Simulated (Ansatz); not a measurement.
```
CELL_PARAMETERS angstrom
7.16530 0.00000 0.00000
0.00000 8.69924 0.00000
0.00000 0.00000 3.03435
ATOMIC_POSITIONS crystal
B 0.50000 0.28017 0.35351
B 0.00000 0.78017 0.35351
B 0.00000 0.28017 0.85351
B 0.50000 0.78017 0.85351
B 0.00000 0.21983 0.35351
B 0.50000 0.71983 0.35351
B 0.50000 0.21983 0.85351
B 0.00000 0.71983 0.85351
B 0.00000 0.00000 0.18888
B 0.50000 0.50000 0.18888
B 0.50000 0.00000 0.68888
B 0.00000 0.50000 0.68888
N 0.80220 0.00000 0.11187
N 0.30220 0.50000 0.11187
N 0.30220 0.00000 0.61187
N 0.80220 0.50000 0.61187
N 0.19780 0.00000 0.11187
N 0.69780 0.50000 0.11187
N 0.69780 0.00000 0.61187
N 0.19780 0.50000 0.61187
```

Space group Fmm2; started from the random prototype, which need not be the ambient phase; computed without spin polarisation.

These are results of DFT PBE, scalar-relativistic, plane waves, PAW (Ansatz 0.2.0), not measurements.

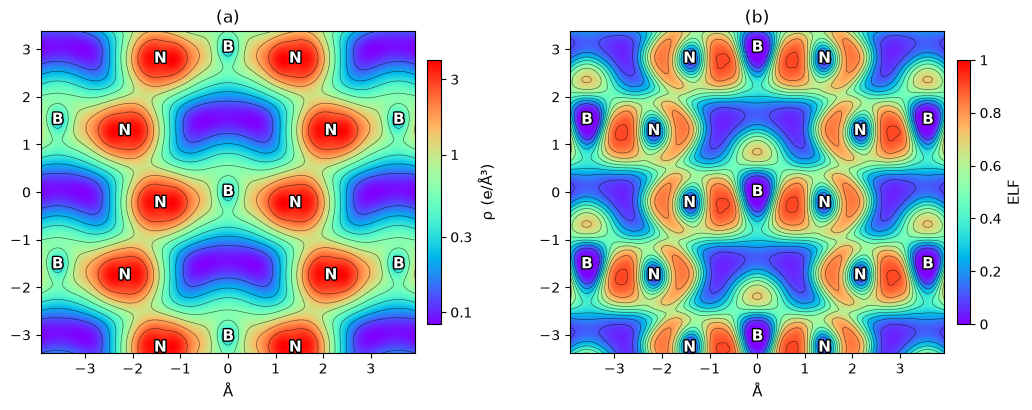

B3N2. (a) valence charge density (pseudo); (b) ELF on the (010) plane of the conventional cell.

Core electrons are frozen (PAW), and the valence fields are smoothed inside the atomic spheres.

What do the fields say about this system?

The plane passes through B and N nuclei.
B–N (1.44 Å): ρ is about 1.8 e/Å³ halfway; the ELF peaks at about 0.90 between the atoms.
Between the atoms the lowest density in this plane is 0.08 e/Å³.

Metal or insulator at this level of theory?

It is metallic or semimetallic at this level of theory: no gap opens.
